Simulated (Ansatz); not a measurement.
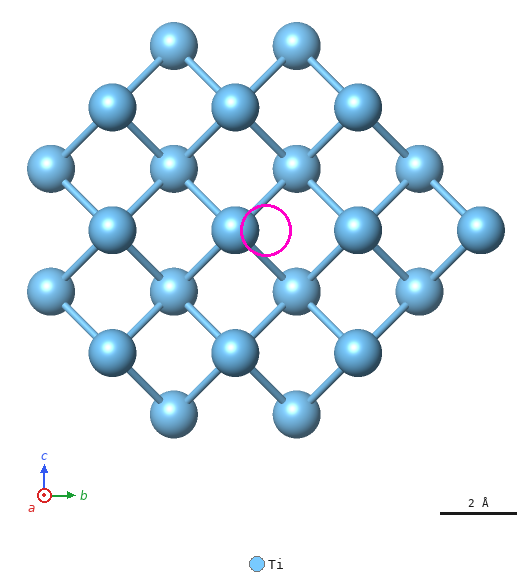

Perfect Ti. Style: ball-and-stick. Shown: the atoms within 6.0 Å of one point, in a slice 3.4 Å thick across the line of sight, along the a axis.

Level of theory: DFT PBE, scalar-relativistic, plane waves, PAW (Ansatz 0.2.0). Set-up: plane-wave cutoff 420 eV; k-point mesh 4 × 4 × 4; occupations gaussian; smearing width 0.1 eV; no spin polarisation. The cell is small and the k-mesh coarse, so the numbers are rough. The axes drawn are those of the host's conventional cell.

An extra hydrogen atom is put between the host's atoms (an interstitial) at the ringed place, in charge state 0. The supercell has 32 sites, and the atoms are relaxed at the host's cell.

Q: How do the neighbours respond?

A: The H atom starts with 4 Ti at 1.82 Å around its place and ends with 4 Ti at 1.86 Å. Of the host's atoms, a titanium atom moves furthest from its site, by 0.26 Å. Relaxing the atoms from the host's sites lowers the energy by 1.70 eV. At a tolerance of 0.02 Å the relaxed supercell has space group I-42m.

The relaxed defect, seen from the same direction:

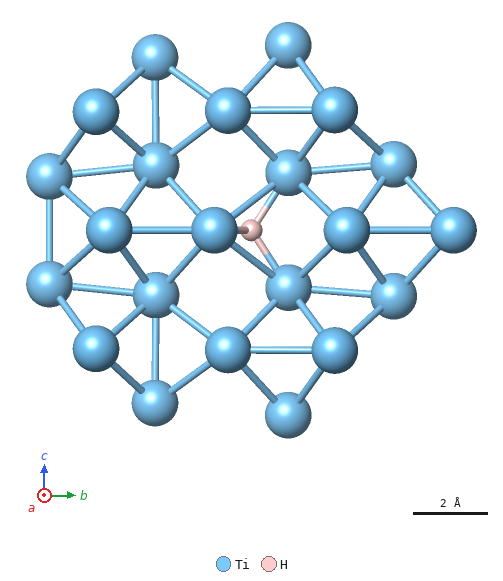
